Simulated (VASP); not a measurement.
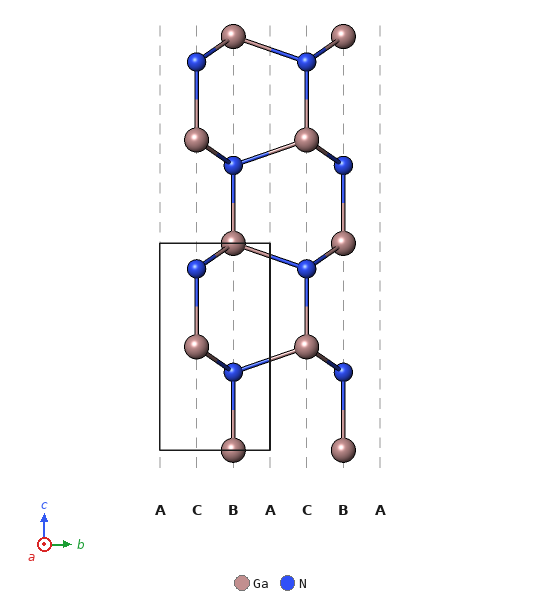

The picture looks along a close-packed row of the hexagonal mesh; c points upwards. The dashed lines mark the three columns A (0, 0), B (1/3, 2/3) and C (2/3, 1/3). The sequence starts with the first layer at or above the cell's origin.

The compound is GaN (space group P6_3mc, No. 186), taken as coordinates from a relaxation with VASP, VASP Kohn-Sham DFT of a periodic cell, LAK, VASP PAW PBE potentials, recommended.

Give the sequence of layers in one repeat, with element and column.

Answer. Ga(B) – N(B) – Ga(C) – N(C) (four layers in 5.24 Å).

How are the N layers alone stacked?

Answer. N layers alone: BC, the hexagonal close-packed type.

Which positions between or in the N layers do the other atoms fill?

Answer. Ga: two tetrahedral sites in each hexagonal cell.

What short polytype symbol fits?

Answer. Polytype symbol 2H, the symbol of a tetrahedral polytype (number of double layers in the repeat and lattice).
